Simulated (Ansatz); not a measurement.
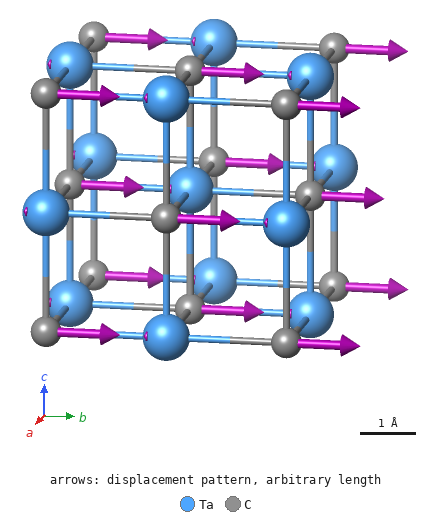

One vibrational mode of a crystal of TaC (a generated structure) at the zone centre. The purple arrows give the relative displacements of the atoms. Style: ball-and-stick. Shown: the conventional cell (4 times the calculation's cell), slightly off an axis. Lengths and directions refer to the drawn axes.

Computed with DFT PBE, scalar-relativistic, plane waves, PAW in Ansatz 0.2.0. Set-up: plane-wave cutoff 420 eV; k-point mesh 22 × 22 × 22; occupations fermi dirac; smearing width 0.15 eV; no spin polarisation.

The frequencies depend somewhat on the k-mesh and the smearing.

Question: Give the symmetry, activity and frequency of this mode.

Answer: This is the T₁u mode (triply degenerate; one member of the set is drawn) at 538 cm⁻¹, the only optical level, infrared-active by symmetry. The C sublattice moves against the Ta sublattice, along b; it stretches the shortest C–Ta bonds (2.24 Å); the kinetic energy is shared as C 94 %, Ta 6 %. The crystal is a metal, so free carriers screen the infrared response.
